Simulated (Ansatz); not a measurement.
Input

```
crystal:
  lattice:
    - [4.4172695534, 0.0, 0.0]
    - [-2.2086347767, 6.6259043301, 0.0]
    - [-1.4724231845, 0.0, 2.0635292568]
  atoms:
    - { symbol: Cu, position: [0.4, 0.8, 0.0] }
    - { symbol: Cu, position: [0.2, 0.4, 0.0] }
    - { symbol: Cu, position: [0.8, 0.6, 0.0] }
    - { symbol: Cu, position: [0.0, 0.0, 0.0] }
    - { symbol: Cu, position: [0.6, 0.2, 0.0] }
basis:
  ecutwfc: 420
kpoints:
  mp_grid: { grid: [8, 5, 17] }
hamiltonian:
  xc: pbe
scf:
  occupations: { method: gaussian, width: 0.1 }
output:
  forces: true
  stress: true
  eigenvalues: true
  write_density: true
  write_potential: true
  elf: true
  volumetric_format: npy
relax:
  adjacent_minimum: "off"
  f_tol: 0.01
  max_steps: 50
  cell: { fix: [a, b, gamma], stress_tol: 0.1 }
```

Run with:

```sh
ansatz run input.yaml --threads 8 --pin off --max-ram 20480MiB --backend cpu --events-out ev --progress --plain --runs-dir out
```

The fields are those of the run's last geometry, not of the input's.

Space group C2/m; computed without spin polarisation.

Theory: Ansatz, DFT PBE, scalar-relativistic, plane waves, PAW.

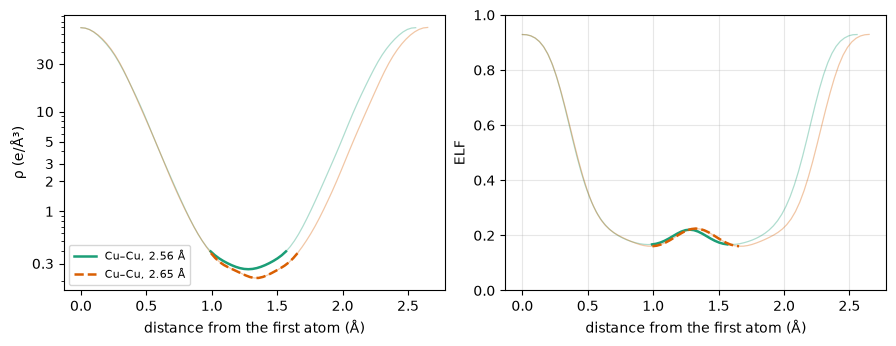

Cu. Valence pseudo-density and electron localisation function along straight lines between neighbouring atoms. Thin, pale parts lie inside the atomic spheres.

The density is the valence pseudo-density of a PAW calculation; it isn't the true density close to the nuclei.

### Compare the contacts.

Cu–Cu (2.56 Å): ρ at the midpoint is about 0.26 e/Å³; the ELF is about 0.20 at the midpoint (no shared electron pair shows on this line).
Cu–Cu (2.65 Å): ρ is about 0.21 e/Å³ halfway; the ELF is about 0.20 at the midpoint: no shared electron pair shows on this line.
